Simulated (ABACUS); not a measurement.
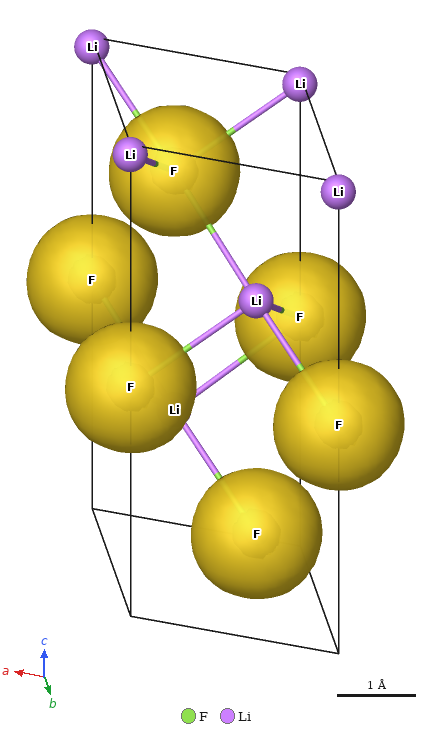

Figure. LiF. Isosurface of the ELF at 0.7 (yellow), seen at an oblique angle. Core shells and regions of very low density are left out. Sticks mark near contacts.

Space group Cm; changed on purpose from its base cell (atoms moved at random by about 0.05 A).

Theory: Kohn-Sham DFT of a periodic cell, PBE, PseudoDojo NC SR 0.4.1 PBE standard (ABACUS).

Core electrons are replaced by pseudopotentials, and the valence fields are smoothed inside the atomic spheres.

### Identify the bonds, lone pairs and shells in this picture.

The ELF exceeds this value in three regions wrapped around F (the valence shell of each), counted in one cell of 6 atoms. Regions shared between cells count once.

Values along the shortest contacts:
Li–F (1.98 Å): the ELF peaks at about 0.85 in the valence shell of F, 0.5 Å from its nucleus, and falls to about 0 next to Li: an ionic contact with no shared pair. Li–F (2.03 Å): the ELF is about 0.40 at the midpoint; a largely ionic contact.

### Metal or insulator at this level of theory?

It is gapped, with a Kohn–Sham gap of 9.1 eV on the k-point mesh, an upper bound to the gap of this method.
